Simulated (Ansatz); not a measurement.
# Which metal contacts black phosphorene? The Schottky-Mott estimate

If a metal and one layer of black phosphorene lined up by their vacuum levels alone, the barrier for electrons would be the work function less the affinity, and that for holes the ionisation energy less the work function. What does that give for common contact metals?

How it was computed: Ansatz 0.2.0, plane waves with PAW datasets (its set soft_2), PBE. Layers: cell and atoms relaxed with a dispersion term, band edges read against the vacuum level. Here the gap is 0.73 eV, the ionisation energy 4.92 eV and the affinity 4.19 eV. Metals: relaxed slabs of 7 layers at the tabulated experimental lattice constant, Fermi-Dirac smearing of 0.1 eV, Ni with spin. Labels allow 0.1 eV either way.

The runs side by side:

| metal | work function (eV) | barrier for electrons (eV) | barrier for holes (eV) | by the rule |
| --- | --- | --- | --- | --- |
| Sc(0001) | 3.59 | −0.60 | 1.33 | no barrier for electrons |
| Al(111) | 4.03 | −0.16 | 0.89 | no barrier for electrons |
| Hf(0001) | 4.33 | 0.14 | 0.59 | favours electrons |
| Ti(0001) | 4.37 | 0.18 | 0.55 | favours electrons |
| Ag(111) | 4.49 | 0.30 | 0.43 | mid-gap |
| Mo(110) | 4.56 | 0.37 | 0.36 | mid-gap |
| Cu(111) | 4.82 | 0.63 | 0.10 | favours holes |
| W(110) | 4.84 | 0.65 | 0.08 | at the valence edge |
| Ru(0001) | 5.01 | 0.82 | −0.09 | at the valence edge |
| Ni(111) | 5.06 | 0.87 | −0.14 | no barrier for holes |
| Pd(111) | 5.24 | 1.05 | −0.32 | no barrier for holes |
| Au(111) | 5.27 | 1.08 | −0.35 | no barrier for holes |
| Pt(111) | 5.71 | 1.52 | −0.79 | no barrier for holes |

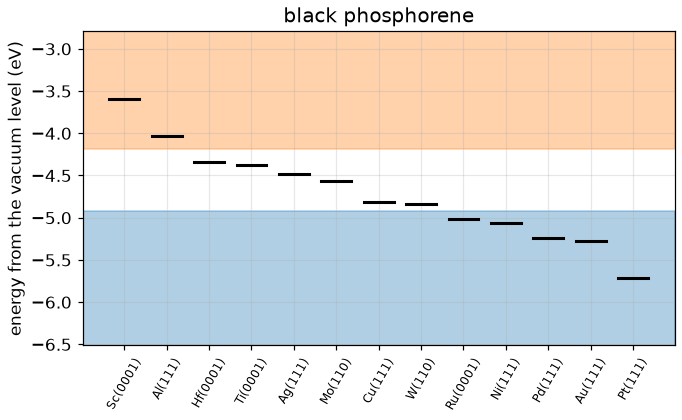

Fermi levels of the metals (black) against the layer's valence band (blue) and conduction band (orange).

**Reading.** By the rule the Fermi level lies over the conduction edge for 2, inside the gap for 6 and under the valence edge for 5 of the 13 metals. The middle of the gap lies 4.55 eV under the vacuum level: metals with a smaller work function favour electrons, those with a larger one holes. Worked for Cu(111): 4.82 − 4.19 = 0.63 eV and 4.92 − 4.82 = 0.10 eV, which add up to the gap, 0.73 eV.

**Limits.** This is the limit without any interaction. A real contact lowers the metal's work function by compressing its electron tail, moves charge and can pin the Fermi level, so barriers at bonded contacts depend far less on the metal; van der Waals contacts come nearer to the rule. The layer is built from a prototype, and its stability was not tested. PBE gaps usually lie under quasiparticle gaps, which makes the two barriers together too small, and a missing barrier can be an artefact of that. Spin-orbit coupling is left out. The table is a selection: not every member that was run is listed.
